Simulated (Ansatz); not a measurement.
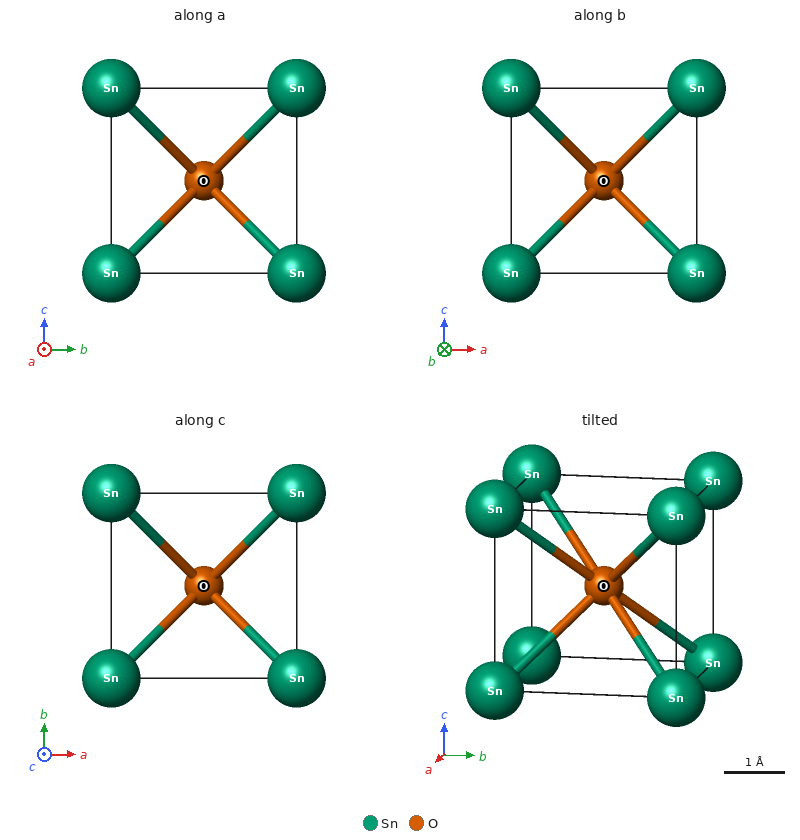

A ball-and-stick rendering, viewed along the a axis, along the b axis, along the c axis and slightly off an axis. The conventional unit cell is drawn as a box.

Lattice parameters: a = 3.132 Å, b = 3.132 Å, c = 3.132 Å, α = 90.00°, β = 90.00°, γ = 90.00°. Put a along x and b in the xy plane.

> Record the structure as a POSCAR file.

```
Sn O
1.0
     3.132    0.000    0.000
     0.000    3.132    0.000
     0.000    0.000    3.132
Sn O
1 1
Direct
  0.0000 0.0000 0.0000
  0.5000 0.5000 0.5000
```

Origin of the cell: a structure type filled with these elements by a generator (whether the compound takes this form wasn't checked). Earlier steps of the study may have refined or changed the cell and positions. Ansatz was used for an electronic-structure calculation on it.
